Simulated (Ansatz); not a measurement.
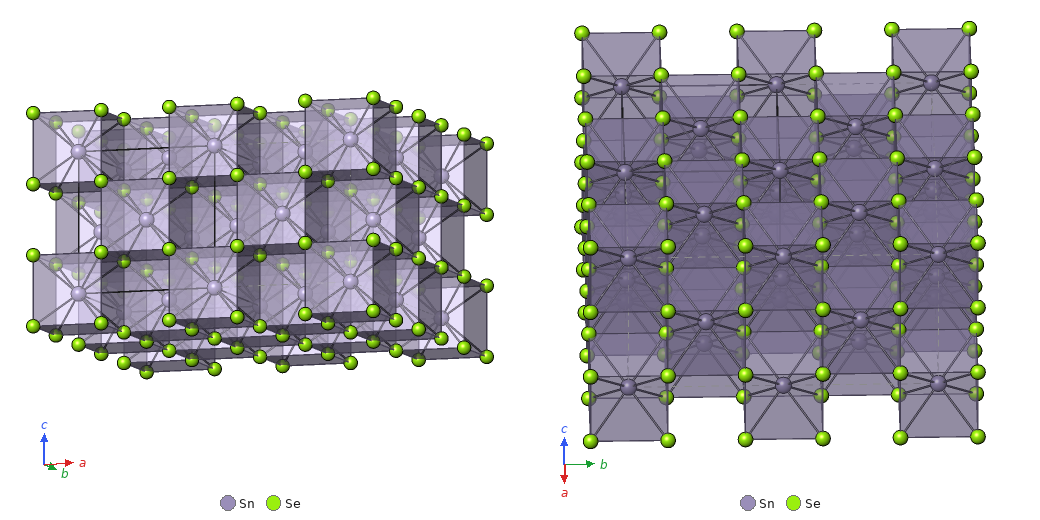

Polyhedra are drawn about Sn (bonds: Se–Sn below 3.3 Å); other atoms are plain spheres. Two views of the same piece.

The compound is SnSe2 (space group Fm-3m, No. 225), taken as the end point of a relaxation with DFT, r2SCAN, plane waves, PAW (Ansatz); the starting structure was generated, so it need not be a known form of this composition.

Question: What figure surrounds each Sn atom, and what does it share with the other drawn polyhedra?

Answer: Sn: SnSe8 cube, sharing edges with twelve neighbours.

Question: How do these polyhedra hang together as a whole?

Answer: They form a three-dimensional framework of edge-sharing cubes.
